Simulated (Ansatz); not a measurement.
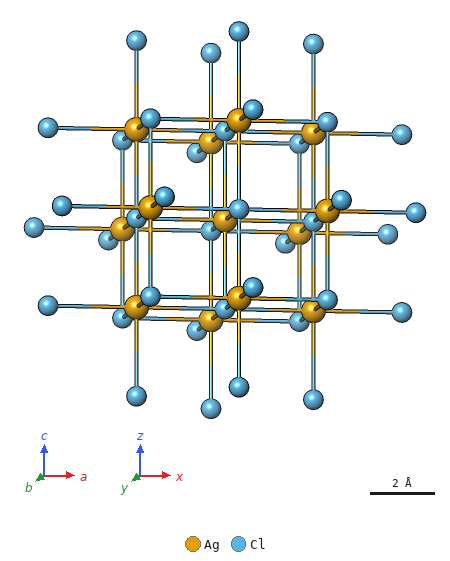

A scan of a crystal of AgCl (Fm-3m): the cell is strained equally along x and y and separately along z, with the atoms kept at their fractional coordinates. x, y and z are the Cartesian axes of the input. The picture shows the reference cell. The picture is a ball-and-stick view of the conventional cell (4 times the calculation's cell), seen along the b axis, with a slight tilt. Lengths and directions refer to the drawn axes.

These are results of DFT PBE, scalar-relativistic, plane waves, PAW in Ansatz 0.2.0, not measurements. Settings: plane-wave cutoff 420 eV; k-point mesh 8 × 8 × 8; occupations gaussian; smearing width 0.05 eV; no spin polarisation. Energies (free energies at the smearing named) are counted from the relaxed crystal.

The input:
```yaml
crystal:
  lattice:
    - [0.0, 2.8060228508, 2.8060228508]
    - [2.8060228508, 0.0, 2.8060228508]
    - [2.8060228508, 2.8060228508, 0.0]
  atoms:
    - { symbol: Ag, position: [0.5, 0.5, 0.5] }
    - { symbol: Cl, position: [0.0, 0.0, 0.0] }
basis:
  ecutwfc: 420
kpoints:
  mp_grid: { grid: [8, 8, 8] }
hamiltonian:
  xc: pbe
scf:
  occupations: { method: gaussian, width: 0.05 }
output:
  forces: true
  stress: true
  eigenvalues: true
```

Q: Give the energy at each point on a grid with rows −0.080, −0.040, 0.000, 0.040, 0.080 and columns −0.080, −0.040, 0.000, 0.040, 0.080 (strain along x and y; strain along z).

A: Rows: strain along x and y; columns: strain along z; values in meV/atom.

```
        −0.080  −0.040  0.000  0.040  0.080
−0.080   237.7   162.9  117.5   91.3   77.3
−0.040    99.5    49.3   23.8   13.5   12.2
 0.000    34.7     7.0    0.0    4.8   15.8
 0.040    13.9     6.3   16.3   35.4   58.2
 0.080    18.7    28.9   54.2   86.4  120.5
```

In pairs of (strain along x and y; strain along z): the lowest computed point lies at (0.000, 0.000) (0.0 meV/atom), the highest at (−0.080, −0.080) (237.7 meV/atom). The valley is tilted: raising the in-plane strain is made harder by raising the strain along z (cross term 0.68 of the geometric mean of the two curvatures). Over the ranges scanned the energy rises more along the first axis, the in-plane strain. The pressure runs from −5.3 GPa at (0.080, 0.080) to 20.2 GPa at (−0.080, −0.080).

As a map, interpolated between the computed points (dots):

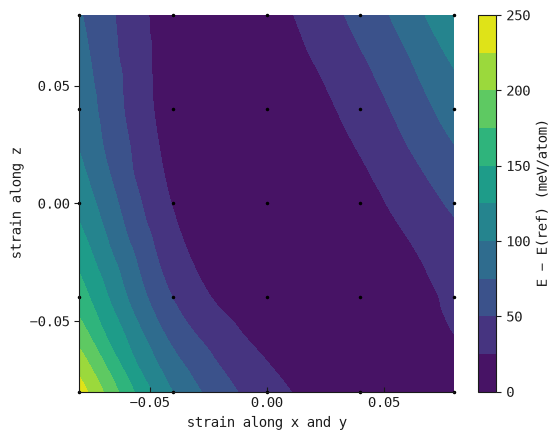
